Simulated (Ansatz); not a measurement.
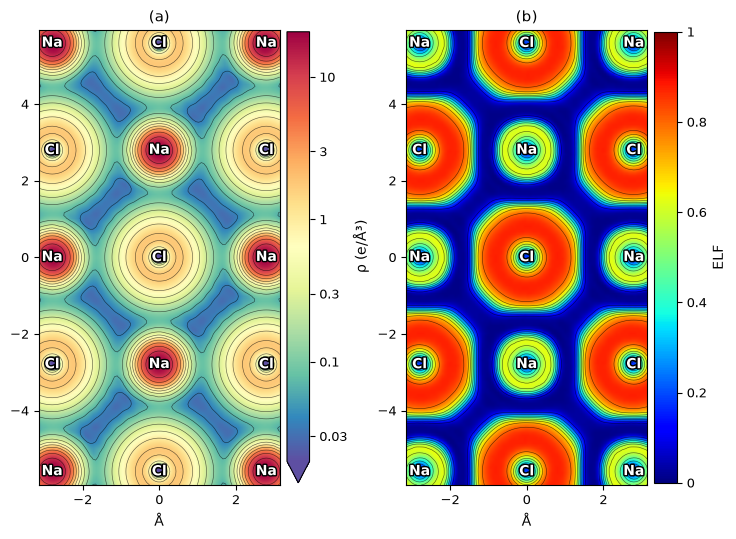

*NaCl. (a) valence pseudo-density; (b) electron localisation function on the (001) plane of the conventional cell.*

Space group Fm-3m; a structure from a database of computed crystals, not necessarily the ambient phase.

These are results of Ansatz 0.2.0, Kohn-Sham DFT of a periodic cell, HSE06, Ansatz PAW, not measurements.

The density is the valence pseudo-density of a PAW calculation; it isn't the true density close to the nuclei.

Input file:

```
crystal:
  lattice:
    - [0.0, 2.7940632177, 2.7940632177]
    - [2.7940632177, 0.0, 2.7940632177]
    - [2.7940632177, 2.7940632177, 0.0]
  atoms:
    - { symbol: Cl, position: [0.5, 0.5, 0.5] }
    - { symbol: Na, position: [0.0, 0.0, 0.0] }
hamiltonian:
  xc: hse06
  pseudopotentials: { kind: paw }
kpoints:
  mp_grid: { grid: [4, 4, 4] }
  band_path:
    path:
      - [[0.0, 0.0, 0.0], [0.5, 0.0, 0.5], [0.5, 0.25, 0.75], [0.375, 0.375, 0.75], [0.0, 0.0, 0.0], [0.5, 0.5, 0.5], [0.625, 0.25, 0.625], [0.5, 0.25, 0.75], [0.5, 0.5, 0.5], [0.375, 0.375, 0.75]]
      - [[0.625, 0.25, 0.625], [0.5, 0.0, 0.5]]
    npoints: 4
scf:
  occupations: { method: fermi_dirac, width: 0.05 }
  n_extra_bands: 6
output:
  forces: true
  stress: true
  eigenvalues: true
  fatbands: false
  write_density: true
  write_potential: true
  elf: true
  volumetric_format: npy
```

Command:

```sh
ansatz run input.yaml --threads 2 --pin off --max-ram 5632MiB --backend cpu --events-out ev --progress --plain --runs-dir out
```

Below, planes, directions and counts refer to the conventional cell (a = 5.59 Å, b = 5.59 Å, c = 5.59 Å, α = 90.00°, β = 90.00°, γ = 90.00°).

What do the fields say about this system?

Answer.
- The section cuts through Cl and Na sites.
- Na–Cl (2.79 Å): ρ is about 0.14 e/Å³ halfway; the ELF peaks at about 0.90 in the valence shell of Cl, 0.8 Å from its nucleus, and falls to about 0 next to Na; a largely ionic contact.
- Between the atoms the lowest density in this plane is 0.03 e/Å³.
- The features right at Na lie inside the PAW spheres, where the map follows smoothed inner orbitals and isn't to be read closely.

Metal or insulator at this level of theory?

Answer. It is gapped, with a Kohn–Sham gap of 6.6 eV on the k-point mesh, an upper bound to the gap of this method.
